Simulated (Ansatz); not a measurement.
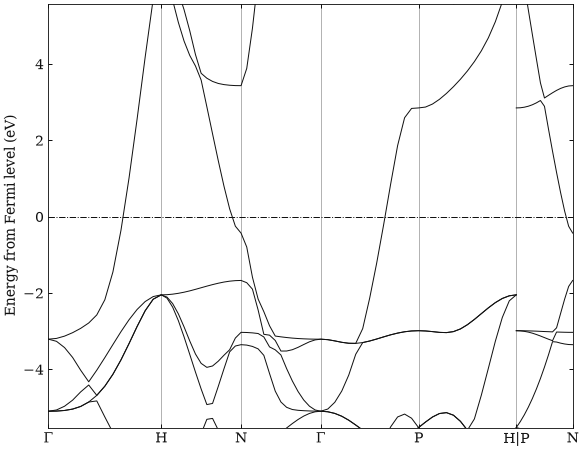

Band structure. Energies are counted from the Fermi level.

### What lattice type does the k path imply?

A body-centred cubic lattice: the path Γ–H–N–Γ–P–H|P–N runs through the special points of its Brillouin zone.

Calculation on Au, space group Im-3m (No. 229), 1 atom in the cell.

Computed with Ansatz: DFT r2SCAN, scalar-relativistic, plane waves, PAW, no spin polarisation, 18×18×18 k mesh, 500 eV cutoff.

### Metal, semiconductor or insulator?

A metal: 1 band crosses the Fermi level along this path.

### On which lines of the path do bands cross the Fermi level?

Bands cross the Fermi level on Γ–H, H–N, Γ–P and P–N, and not on N–Γ and P–H.

Spin-orbit coupling is left out, which matters for Au.
